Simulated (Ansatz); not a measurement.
```yaml
crystal:
  lattice:
    - [5.56753, 5.56753, -5.56753]
    - [-5.56753, -5.56753, -5.56753]
    - [-5.56753, 5.56753, 5.56753]
  atoms:
    - { symbol: Zn, position: [0.49334, 0.25069, 0.24995] }
    - { symbol: Zn, position: [0.75001, 0.00073, 0.25034] }
    - { symbol: Zn, position: [0.75017, 0.50079, 0.75036] }
    - { symbol: Zn, position: [0.00052, 0.50080, 0.49404] }
    - { symbol: Zn, position: [0.25007, 0.25155, 0.49375] }
    - { symbol: Zn, position: [0.49923, 0.99376, 0.49989] }
    - { symbol: Zn, position: [0.74281, 0.74969, 0.49935] }
    - { symbol: Zn, position: [0.00059, 0.74433, 0.25065] }
    - { symbol: Zn, position: [0.49367, 0.50028, 0.00073] }
    - { symbol: Zn, position: [0.75723, 0.25689, 0.00654] }
    - { symbol: Zn, position: [0.00634, 0.25675, 0.75706] }
    - { symbol: Zn, position: [0.24991, 0.00045, 0.75018] }
    - { symbol: Zn, position: [0.49940, 0.75011, 0.74355] }
    - { symbol: Zn, position: [0.00661, 0.00745, 0.00669] }
    - { symbol: Zn, position: [0.24995, 0.74411, 0.00120] }
    - { symbol: Se, position: [0.25006, 0.50022, 0.01342] }
    - { symbol: Se, position: [0.50125, 0.25146, 0.00122] }
    - { symbol: Se, position: [0.75019, 0.00056, 0.99927] }
    - { symbol: Se, position: [0.74973, 0.50030, 0.49895] }
    - { symbol: Se, position: [0.01350, 0.50080, 0.25047] }
    - { symbol: Se, position: [0.25004, 0.26415, 0.25002] }
    - { symbol: Se, position: [0.49891, 0.00049, 0.25042] }
    - { symbol: Se, position: [0.74989, 0.74953, 0.25011] }
    - { symbol: Se, position: [0.00110, 0.75171, 0.00167] }
    - { symbol: Se, position: [0.49908, 0.50072, 0.75033] }
    - { symbol: Se, position: [0.75004, 0.24958, 0.75015] }
    - { symbol: Se, position: [0.00110, 0.25185, 0.50134] }
    - { symbol: Se, position: [0.24997, 0.00107, 0.49927] }
    - { symbol: Se, position: [0.48654, 0.73747, 0.48717] }
    - { symbol: Se, position: [0.99869, 0.00039, 0.75007] }
    - { symbol: Se, position: [0.25004, 0.74945, 0.75069] }
```

Spin-polarised.

Computed with DFT LDA, scalar-relativistic, plane waves, PAW in Ansatz 0.2.0.

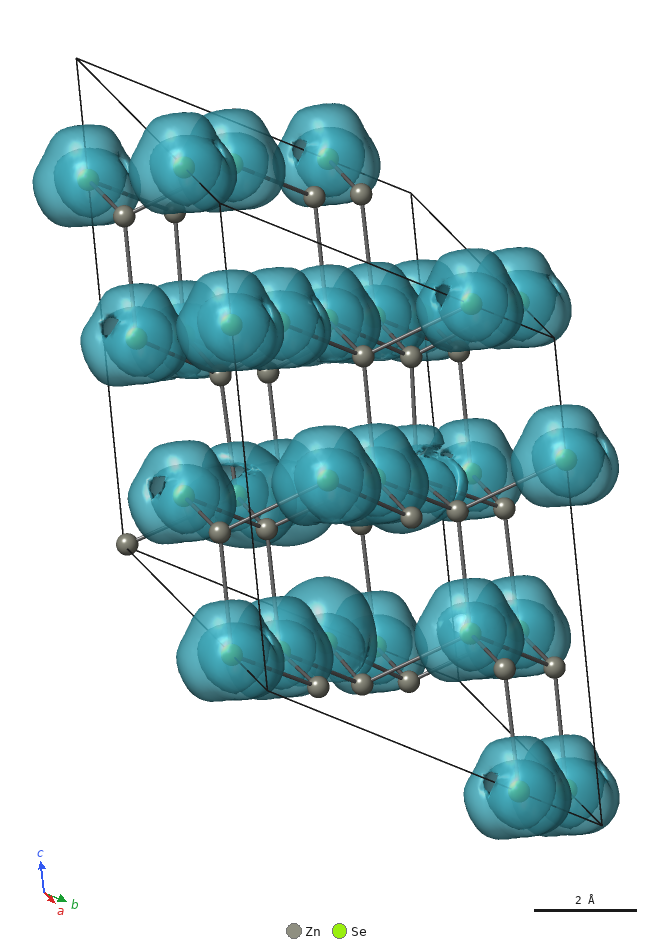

Zn15Se16 (cell with a defect). Isosurface of the electron localisation function at 0.75 (cyan), seen slightly off an axis. Only the valence region is drawn (cores and ρ < 0.01 e/Å³ removed). Sticks mark near contacts.

What do the ELF domains correspond to?

The surface consists of 16 regions wrapped around Se (the valence shell of each), counted in one cell of 31 atoms. Regions shared between cells count once. Profiles from the grid: Zn–Se (2.39 Å): the ELF is about 0.60 at the midpoint. Zn–Se (2.43 Å): the ELF is about 0.55 at the midpoint.

Does the calculation give a band gap?

It is metallic or semimetallic at this level of theory: no gap opens.
